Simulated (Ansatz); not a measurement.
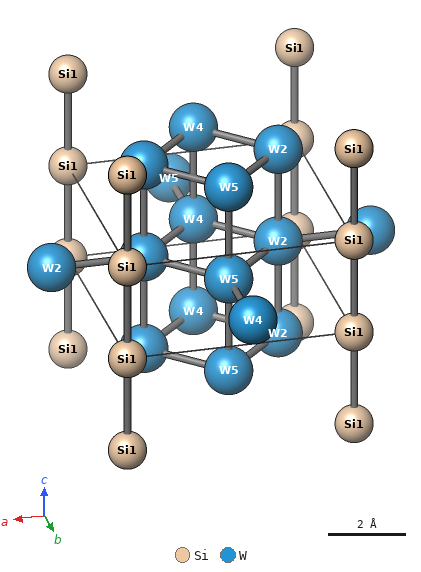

Starting structure of a crystal of SiW₄ (a generated structure, set up in P4/mmm) (coarse preliminary run). The picture is a ball-and-stick view of the cell of the calculation, seen from a free direction.

Level of theory: Ansatz 0.2.0, DFT PBE, scalar-relativistic, plane waves, PAW.

Input file:
```yaml
crystal:
  lattice:
    - [6.0941962076, 0.0, 0.0]
    - [0.0, 6.0941962076, 0.0]
    - [0.0, 0.0, 2.663337659]
  atoms:
    - { symbol: Si, position: [0.0, 0.0, 0.0] }
    - { symbol: W, position: [0.2036505265, 0.5, 0.5] }
    - { symbol: W, position: [0.7963494735, 0.5, 0.5] }
    - { symbol: W, position: [0.5, 0.2036505265, 0.5] }
    - { symbol: W, position: [0.5, 0.7963494735, 0.5] }
basis:
  ecutwfc: 420
kpoints:
  mp_grid: { grid: [4, 4, 6] }
hamiltonian:
  xc: pbe
scf:
  occupations: { method: gaussian, width: 0.1 }
  lower_state_search: "off"
output:
  forces: true
  stress: true
  eigenvalues: true
relax:
  adjacent_minimum: "off"
  f_tol: 0.04
  max_steps: 70
  cell: { stress_tol: 0.4 }
```

Launched with:
```bash
ansatz run input.yaml --threads 1 --pin off --max-ram 2560MiB --backend cpu --events-out ev --progress --plain --runs-dir out
```

### What does the optimiser find from here?

The atoms keep their places relative to the cell (all moves are under 0.005 Å). The volume changes by −0.6 %, with a = b 6.094 → 6.133 Å (+0.6 %), c 2.663 → 2.615 Å (−1.8 %). Near-neighbour distances that change, for instance: W2–W2 2.663 → 2.615 Å, Si1–Si1 2.663 → 2.615 Å, W2–W3 2.482 → 2.503 Å, W2–W4 2.554 → 2.567 Å. The space group stays P4/mmm (No. 123). The energy falls by 6.5 meV per atom in 3 accepted moves (4 points after the start). Largest force component: 0.052 eV/Å at the start, 0.0079 eV/Å at the end. Pressure: −0.63 GPa at the start and 0.07 GPa at the end. At 1 point the geometry stayed and the basis and grid were re-selected for the new cell (energy shift of less than 0.05 meV per atom at most each time). Cost: 29 s on 1 thread of Arm Neoverse V1 (shared host), peak memory 0.38 GiB.

History of the run:

| step | E − E(0), meV/atom | largest force component, eV/Å | pressure, GPa | volume, Å³/atom | note |
| --- | --- | --- | --- | --- | --- |
| 0 | 0.00 | 0.0518 | -0.63 | 19.783 |  |
| 1 | -5.52 | 0.1878 | 0.65 | 19.590 |  |
| 2 | -6.47 | 0.0133 | -0.25 | 19.712 |  |
| 3 | -6.51 | 0.0079 | 0.07 | 19.673 |  |
| 4 | -6.48 | 0.0079 | 0.07 | 19.673 | same geometry, new basis |

The structure at the end:

```
Si W
1.0
     6.13275    0.00000    0.00000
     0.00000    6.13275    0.00000
     0.00000    0.00000    2.61531
Si W
1 4
Direct
  0.00000 0.00000 0.00000
  0.20408 0.50000 0.50000
  0.79592 0.50000 0.50000
  0.50000 0.20408 0.50000
  0.50000 0.79592 0.50000
```

After the run, drawn alike:

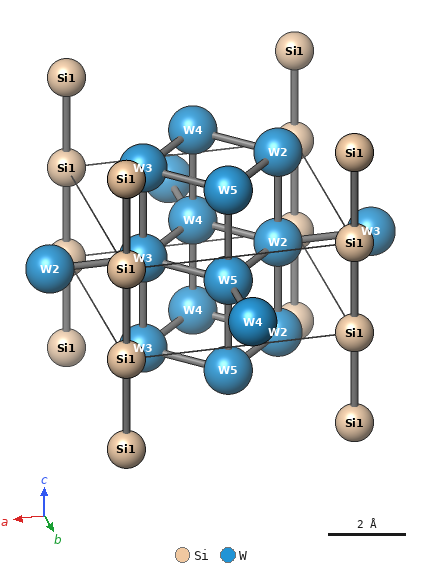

Limits of the set-up: the k-point mesh is coarse for a cell with partly filled bands.
